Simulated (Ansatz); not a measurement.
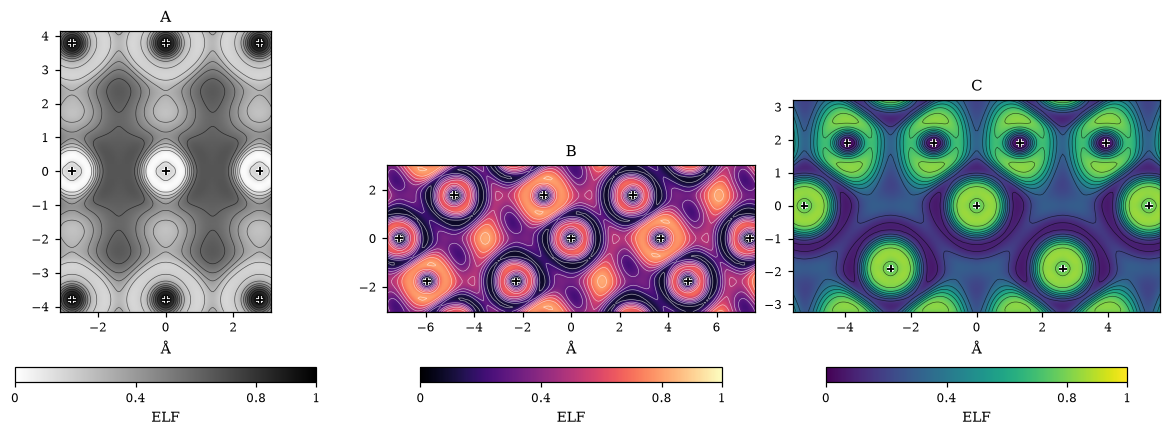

The ELF of 3 systems, each on a plane through atoms (crosses mark nuclei in the plane).

These are results of DFT r2SCAN, scalar-relativistic, plane waves, PAW (Ansatz), not measurements.

System 1: HfC, the (110) plane of the conventional cell. Space group P6₃/mmc.

System 2: Al$_{3}$Cu, the (100) plane of the conventional cell. Space group P4/mmm; a structure from a database of computed crystals, not necessarily the ambient phase; computed without spin polarisation.

```
Al Cu
1.0
     2.77378    0.00000    0.00000
     0.00000    2.77378    0.00000
     0.00000    0.00000    7.59186
Al Cu
3 1
Cartesian
  0.0000 0.0000 3.7959
  1.3869 1.3869 1.6903
  1.3869 1.3869 5.9016
  0.0000 0.0000 0.0000
```

System 3: Ti$_{2}$C, the (110) plane of the conventional cell. Space group R-3m; a structure from a database of computed crystals, not necessarily the ambient phase; computed without spin polarisation.

**Which map belongs to which system?**

Panel A is system 2, Al$_{3}$Cu: the plane holds Al and Cu. Al–Al (2.77 Å): the ELF peaks at about 0.65 between the atoms. Panel B is system 3, Ti$_{2}$C: the plane holds Ti and C. Ti–C (2.11 Å): the ELF peaks at about 0.80 in the valence shell of C, 0.7 Å from its nucleus, and is about 0.25 at the midpoint. Panel C is system 1, HfC: the plane holds Hf and C. Hf–C (2.32 Å): the ELF peaks at about 0.80 in the valence shell of C, 0.7 Å from its nucleus, and is about 0.20 at the midpoint; no localised pair shows between them.
